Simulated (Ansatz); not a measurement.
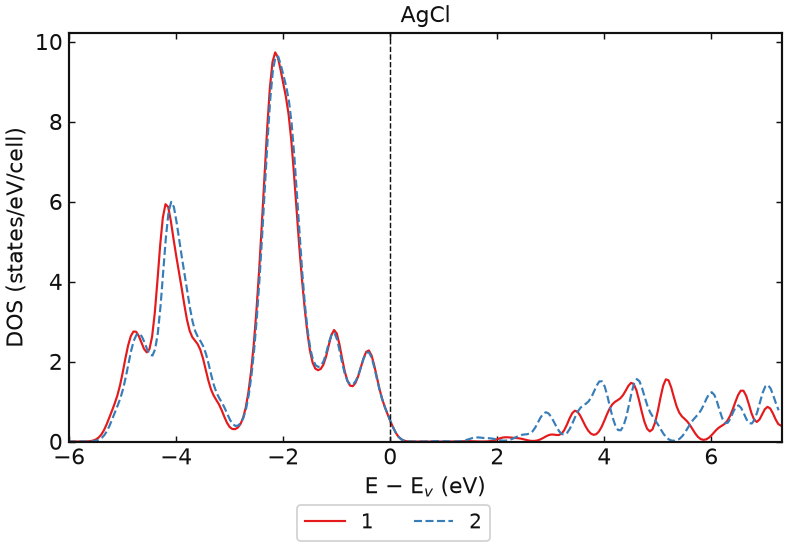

Total densities of states of AgCl, space group I4/mmm, 2 atoms in the cell, rocksalt type, epitaxial (xy) strain −0.5%, by two methods on the same cell. The curves are built from the levels of the k mesh with Gaussians 0.3 eV wide, which also blur the band edges. Each is counted from its own valence-band top.

Which curve is which? The methods: r2SCAN, PBE.

Answer. 1 is r2SCAN; 2 is PBE. r2SCAN gives a gap of 1.44 eV and PBE gives a gap of 0.88 eV.

Settings. r2SCAN: DFT, r2SCAN, plane waves, PAW, no spin polarisation, 8×8×8 k mesh, 500 eV cutoff (Ansatz 0.2.0). PBE: DFT, PBE, plane waves, PAW, no spin polarisation, 8×8×8 k mesh, 420 eV cutoff, Fermi-Dirac smearing of 0.02 eV (Ansatz).
